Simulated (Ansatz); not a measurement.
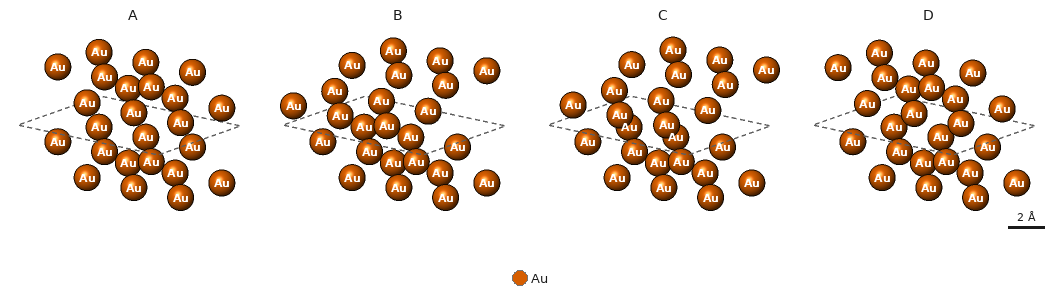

A scan of crystalline Au (P6_3/mmc) along one coordinate. A spheres-only model of the layers on both sides of the dashed plane, seen obliquely from above.

Theory: DFT PBEsol, scalar-relativistic, plane waves, PAW (Ansatz). (plane-wave cutoff 420 eV; k-point mesh 24 × 24 × 6; occupations gaussian; smearing width 0.15 eV; no spin polarisation). Energies (free energies at the smearing named) are counted from the relaxed crystal.

### What is being scanned?

The crystal above a cut along the (0 0 1) plane of the conventional cell (between a plane of Au below and one of Au above, 2.40 Å apart) is slid rigidly by fractions of an in-plane lattice vector 4.96 Å long (a generalised stacking fault). In the frames the slip is 0.00 (A), 0.333 (B), 0.50 (C), 0.833 (D). One cut stands in each cell, which starts 9.6 Å high; nothing is relaxed, and the dashed outline marks the cut. Their energies are 0 mJ/m², −37 mJ/m², 461 mJ/m², 473 mJ/m².
